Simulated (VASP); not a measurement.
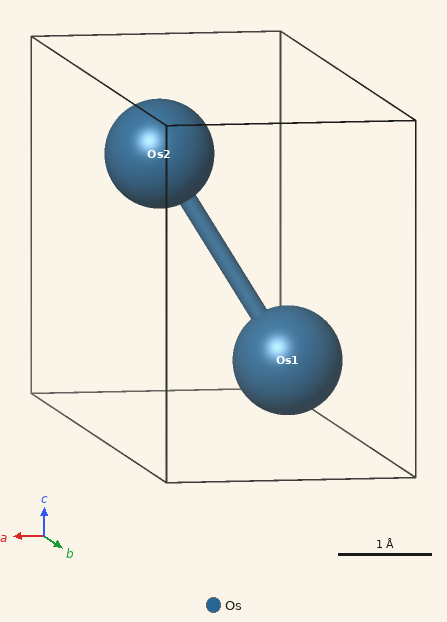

**Figure 1.** The starting structure (ball-and-stick view of the cell of the calculation, seen at an oblique angle; atoms are numbered from 1 in the order of the input). An atom can appear more than once, as a periodic image. Near neighbours in the periodic cell (some may lie outside the picture): Os has 12 Os at 2.64 to 2.70 Å.

## Geometry relaxation, with input and output: Os (part 1 of 2)

The run: geometry relaxation of Os (P6₃/mmc, 2 atoms in the cell). Method and program: Kohn-Sham DFT of a periodic cell, PBE with D3(BJ), VASP PAW PBE potentials, recommended, no spin polarisation (VASP 6.6.1).

The structure derives from an entry of the Crystallography Open Database.

INCAR
```
ALGO = Fast
EDIFF = 1E-7
EDIFFG = -0.01
ENCUT = 600
GGA = PE
IBRION = 2
ISIF = 4
ISMEAR = 1
IVDW = 12
LASPH = True
LCHARG = False
LREAL = False
LWAVE = False
NELM = 80
NSW = 40
PREC = Accurate
SIGMA = 0.1
```

KPOINTS
```
k-points
0
Gamma
  15 15 9
```

POSCAR
```
Os                                      
1.0
    2.6983897183      0.0000000000      0.0000000000
   -1.3491948592      2.3368740453      0.0000000000
    0.0000000000      0.0000000000      4.2678035516
  Os            
     2
Direct
     0.3333333332999970    0.6666666667000030    0.2500000000000000
     0.6666666667000030    0.3333333332999970    0.7500000000000000
```

Hardware: 1 thread of Intel Xeon (Sapphire Rapids), 360 GiB of memory available, shared host.

Command:
```bash
cat potpaw_PBE.64/Os/POTCAR > POTCAR
mpirun -np 1 vasp_std > vasp.out
```

OSZICAR
```
N       E                     dE             d eps       ncg     rms          rms(c)
DAV:   1     0.122835733188E+03    0.12284E+03   -0.83502E+03  3240   0.144E+03
DAV:   2    -0.148369849795E+02   -0.13767E+03   -0.12502E+03  3352   0.427E+02
DAV:   3    -0.234802292722E+02   -0.86432E+01   -0.78400E+01  3992   0.866E+01
DAV:   4    -0.237119111096E+02   -0.23168E+00   -0.22866E+00  3368   0.156E+01
DAV:   5    -0.237145591261E+02   -0.26480E-02   -0.26465E-02  3816   0.133E+00    0.254E+01
RMM:   6    -0.226928351419E+02    0.10217E+01   -0.80393E-01  3240   0.848E+00    0.109E+01
RMM:   7    -0.223700586028E+02    0.32278E+00   -0.12934E+00  3271   0.830E+00    0.548E-01
RMM:   8    -0.223728522966E+02   -0.27937E-02   -0.10638E-01  3252   0.463E+00    0.190E+00
RMM:   9    -0.223776862295E+02   -0.48339E-02   -0.47428E-02  3286   0.165E+00    0.792E-01
RMM:  10    -0.223721487767E+02    0.55375E-02   -0.19898E-02  3240   0.209E+00    0.283E-01
RMM:  11    -0.223721788171E+02   -0.30040E-04   -0.17367E-03  3240   0.374E-01    0.500E-01
RMM:  12    -0.223721853118E+02   -0.64947E-05   -0.18063E-04  3312   0.104E-01    0.383E-01
RMM:  13    -0.223721878941E+02   -0.25823E-05   -0.33281E-05  3366   0.407E-02    0.334E-01
RMM:  14    -0.223721879170E+02   -0.22881E-07   -0.74527E-06  3245   0.252E-02    0.510E-02
RMM:  15    -0.223721863664E+02    0.15506E-05   -0.41168E-06  3241   0.237E-02    0.159E-02
RMM:  16    -0.223721860547E+02    0.31169E-06   -0.21495E-06  3232   0.101E-02    0.590E-03
RMM:  17    -0.223721858925E+02    0.16226E-06   -0.20914E-07  2197   0.577E-03    0.482E-03
RMM:  18    -0.223721857980E+02    0.94456E-07   -0.38579E-08  2046   0.214E-03
   1 F= -.23734479E+02 E0= -.23734774E+02  d E =-.237345E+02
       N       E                     dE             d eps       ncg     rms          rms(c)
DAV:   1    -0.223727599659E+02   -0.57407E-03   -0.75539E-02  3332   0.243E+00    0.144E-01
RMM:   2    -0.223720771145E+02    0.68285E-03   -0.71778E-04  3240   0.349E-01    0.744E-02
RMM:   3    -0.223718636316E+02    0.21348E-03   -0.49486E-04  3240   0.177E-01    0.128E-02
RMM:   4    -0.223718667664E+02   -0.31348E-05   -0.43396E-05  3293   0.762E-02    0.588E-03
RMM:   5    -0.223718670546E+02   -0.28815E-06   -0.67593E-06  3285   0.198E-02    0.217E-03
RMM:   6    -0.223718670813E+02   -0.26764E-07   -0.88396E-07  2742   0.962E-03
   2 F= -.23734155E+02 E0= -.23734359E+02  d E =0.324251E-03
       N       E                     dE             d eps       ncg     rms          rms(c)
DAV:   1    -0.223726928526E+02   -0.82580E-03   -0.34430E-02  3280   0.164E+00    0.969E-02
RMM:   2    -0.223723836416E+02    0.30921E-03   -0.32616E-04  3240   0.235E-01    0.502E-02
RMM:   3    -0.223722864635E+02    0.97178E-04   -0.22444E-04  3242   0.119E-01    0.864E-03
RMM:   4    -0.223722878826E+02   -0.14191E-05   -0.18994E-05  3291   0.511E-02    0.395E-03
RMM:   5    -0.223722880361E+02   -0.15353E-06   -0.30475E-06  3259   0.133E-02    0.147E-03
RMM:   6    -0.223722880616E+02   -0.25452E-07   -0.39159E-07  2399   0.646E-03
   3 F= -.23734579E+02 E0= -.23734849E+02  d E =-.999895E-04
```

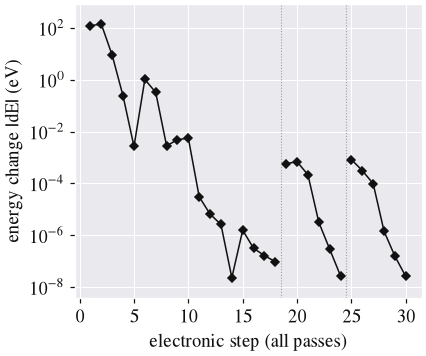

**Figure 2.** Convergence of the self-consistent field: energy change |dE| against the electronic step. Each stretch between dotted lines is the SCF of one geometry step of a relaxation. The 3 ionic steps take 6 to 18 electronic steps each. The density is held fixed in the first few steps, and dE rises again when its update begins.

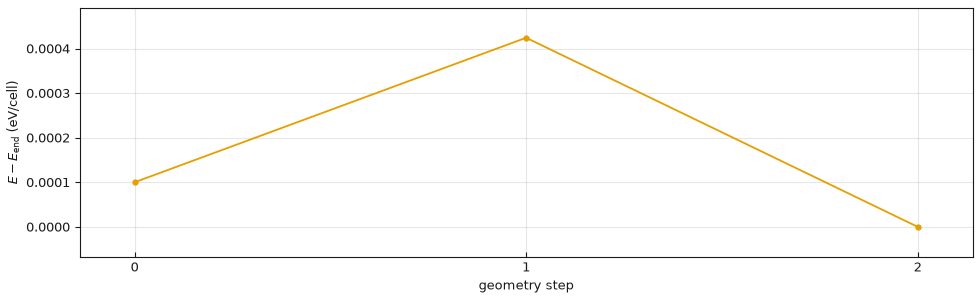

**Figure 3.** Progress of the relaxation, step by step (steps are counted from 0). The energy falls by 0.1 meV per cell of the calculation in 2 geometry steps. All forces vanish by symmetry, so only the cell relaxes. The atoms keep their places relative to the cell (all moves are under 0.005 Å). The space group stays P6_3/mmc (No. 194). (Atoms are counted from 1 in the order of the input.)

Parts of OUTCAR
```
EDIFF = 1E-7
   EDIFFG = -0.01
   ENCUT = 600
   GGA = PE
   IBRION = 2
   ISIF = 4
   ISMEAR = 1
   IVDW = 12
   LASPH = True
   LREAL = False
   NELM = 80
   NSW = 40
   PREC = Accurate
 IVDW          = 12
 VDW_S6        =  1.00000000  s6, scaling of the dipole-dipole dispersion
 VDW_S8        =  0.78750002  s8, scaling of the dipole-quadrupole dispersion
 VDW_A1        =  0.42890000  a1, scaling of the critical radii
 VDW_A2        =  4.44070005  a2, offset of the critical radii
 VDW_RADIUS    = 50.20216178  two-body interaction cutoff (in Angstroms)
 VDW_CNRADIUS  = 21.16708996  CN, coordination number cutoff (in Angstroms)

 ion  position               nearest neighbor table
   1  0.333  0.667  0.250-   2 2.64   2 2.64   2 2.64   2 2.64   2 2.64   2 2.64
   2  0.667  0.333  0.750-   1 2.64   1 2.64   1 2.64   1 2.64   1 2.64   1 2.64

  LATTYP: Found a hexagonal cell.
 ALAT       =     2.6983897183
 C/A-ratio  =     1.5816112560

  Lattice vectors:

 A1 = (   2.6983897183,   0.0000000000,   0.0000000000)
 A2 = (  -1.3491948592,   2.3368740453,   0.0000000000)
 A3 = (   0.0000000000,   0.0000000000,   4.2678035516)

Analysis of symmetry for initial positions (statically):
=====================================================================
 Subroutine PRICEL returns:
 Original cell was already a primitive cell.

 Routine SETGRP: Setting up the symmetry group for a
 hexagonal supercell.

 Subroutine GETGRP returns: Found 24 space group operations
 (whereof 12 operations were pure point group operations)
 out of a pool of 24 trial point group operations.

The static configuration has the point symmetry D_3d.
 The point group associated with its full space group is D_6h.

Analysis of symmetry for dynamics (positions and initial velocities):
=====================================================================
 Subroutine PRICEL returns:
 Original cell was already a primitive cell.

 Routine SETGRP: Setting up the symmetry group for a
 hexagonal supercell.

 Subroutine GETGRP returns: Found 24 space group operations
 (whereof 12 operations were pure point group operations)
 out of a pool of 24 trial point group operations.

The dynamic configuration has the point symmetry D_3d.
 The point group associated with its full space group is D_6h.

 Subroutine INISYM returns: Found 24 space group operations
 (whereof 12 operations are pure point group operations),
 and found     1 'primitive' translations

----------------------------------------------------------------------------------------

                                     Primitive cell

  volume of cell :      26.9119

  direct lattice vectors                    reciprocal lattice vectors
     2.698389718  0.000000000  0.000000000     0.370591391  0.213961040  0.000000000
    -1.349194859  2.336874045  0.000000000     0.000000000  0.427922079  0.000000000
     0.000000000  0.000000000  4.267803552     0.000000000  0.000000000  0.234312566

  length of vectors
     2.698389718  2.698389718  4.267803552     0.427922079  0.427922079  0.234312566

  position of ions in fractional coordinates (direct lattice)
     0.333333333  0.666666667  0.250000000
     0.666666667  0.333333333  0.750000000

  ion indices of the primitive-cell ions
   primitive index   ion index
                 1           1
                 2           2

----------------------------------------------------------------------------------------

 KPOINTS: k-points

Automatic generation of k-mesh.
 Grid dimensions read from file:
 generate k-points for:   15   15    9

 Generating k-lattice:

  Cartesian coordinates                     Fractional coordinates (reciprocal lattice)
     0.024706093  0.014264069  0.000000000     0.066666667 -0.000000000  0.000000000
     0.000000000  0.028528139  0.000000000     0.000000000  0.066666667  0.000000000
     0.000000000  0.000000000  0.026034730     0.000000000  0.000000000  0.111111111

  Length of vectors
     0.028528139  0.028528139  0.026034730

  Shift w.r.t. Gamma in fractional coordinates (k-lattice)
     0.000000000  0.000000000  0.000000000

 Subroutine IBZKPT returns following result:
 ===========================================

 Found    135 irreducible k-points:

 Following reciprocal coordinates:
            Coordinates               Weight
  0.000000  0.000000  0.000000      1.000000
  0.066667  0.000000  0.000000      6.000000
  0.133333  0.000000  0.000000      6.000000
  0.200000  0.000000  0.000000      6.000000
  0.266667  0.000000  0.000000      6.000000
  0.333333  0.000000  0.000000      6.000000
  0.400000  0.000000  0.000000      6.000000
  0.466667  0.000000  0.000000      6.000000
  0.066667  0.066667  0.000000      6.000000
  0.133333  0.066667  0.000000     12.000000
  0.200000  0.066667  0.000000     12.000000
  0.266667  0.066667  0.000000     12.000000
  0.333333  0.066667  0.000000     12.000000
  0.400000  0.066667  0.000000     12.000000
  0.466667  0.066667  0.000000      6.000000
  0.133333  0.133333  0.000000      6.000000
  0.200000  0.133333  0.000000     12.000000
  0.266667  0.133333  0.000000     12.000000
  0.333333  0.133333  0.000000     12.000000
  0.400000  0.133333  0.000000     12.000000
  0.200000  0.200000  0.000000      6.000000
  0.266667  0.200000  0.000000     12.000000
  0.333333  0.200000  0.000000     12.000000
  0.400000  0.200000  0.000000      6.000000
 [... further k-points ...]
   k-points           NKPTS =    135   k-points in BZ     NKDIM =    135   number of bands    NBANDS=     12
   number of dos      NEDOS =    301   number of ions     NIONS =      2
   total plane-waves  NPLWV =  20736
   dimension x,y,z NGX =    24 NGY =   24 NGZ =   36
   dimension x,y,z NGXF=    48 NGYF=   48 NGZF=   72
   ions per type =               2
   NGX,Y,Z   is equivalent  to a cutoff of  14.79, 14.79, 14.02 a.u.
   NGXF,Y,Z  is equivalent  to a cutoff of  29.57, 29.57, 28.05 a.u.
 SYSTEM =  unknown system
   PREC   = accura    normal or accurate (medium, high low for compatibility)
   ISTART =      0    job   : 0-new  1-cont  2-samecut
   ICHARG =      2    charge: 1-file 2-atom 10-const
   ISPIN  =      1    spin polarized calculation?
   LNONCOLLINEAR =      F non collinear calculations
   LSORBIT =      F    spin-orbit coupling
   LASPH  =      T    aspherical Exc in radial PAW
   ENCUT  =  600.0 eV  44.10 Ry    6.64 a.u.   5.39  5.39  8.52*2*pi/ulx,y,z
   NELM   =     80;   NELMIN=  2; NELMDL= -5     # of ELM steps
   EDIFF  = 0.1E-06   stopping-criterion for ELM
   LREAL  =      F    real-space projection
   EDIFFG = -.1E-01   stopping-criterion for IOM
   NSW    =     40    number of steps for IOM
   IBRION =      2    ionic relax: 0-MD 1-quasi-New 2-CG
   NFREE  =      1    steps in history (QN), initial steepest desc. (CG)
   ISIF   =      4    stress and relaxation
   ISYM   =      2    0-nonsym 1-usesym 2-fastsym
   POTIM  = 0.5000    time-step for ionic-motion
   TEBEG  =    0.0;   TEEND  =   0.0 temperature during run
   PSTRESS=    0.0 pullay stress
   NELECT =      16.0000    total number of electrons
   NUPDOWN=      -1.0000    fix difference up-down
   EMIN   =  10.00;   EMAX   =-10.00  energy-range for DOS
   EFERMI =   0.00;   METHOD = LEGACY
   ISMEAR =     1;   SIGMA  =   0.10  broadening in eV -4-tet -1-fermi 0-gaus
   EFERMI_NEDOS =   21; number of points for ismear=-14 and -15
   IALGO  =     68    algorithm
   IMIX   =      4    mixing-type and parameters
     AMIX     =   0.40;   BMIX     =  1.00
     AMIX_MAG =   1.60;   BMIX_MAG =  1.00
  volume/ion in A,a.u.               =      13.46        90.81
  Fermi-wavevector in a.u.,A,eV,Ry     =   1.376575  2.601350 25.782496  1.894960
  Thomas-Fermi vector in A             =   2.501808
   LORBIT       =      0    0 simple, 1 ext, 2 COOP (PROOUT), +10 PAW based schemes
   GGA     = PE    functional components
   LHFCALC =     F    Hartree Fock is set to
   AEXX    =    0.0000 exact exchange contribution
   IVDW    =    12    specifies the selected vdW correction
   LEPSILON=     F    determine dielectric tensor
   LRPA    =     F    only Hartree local field effects (RPA)
 conjugate gradient relaxation of ions
```
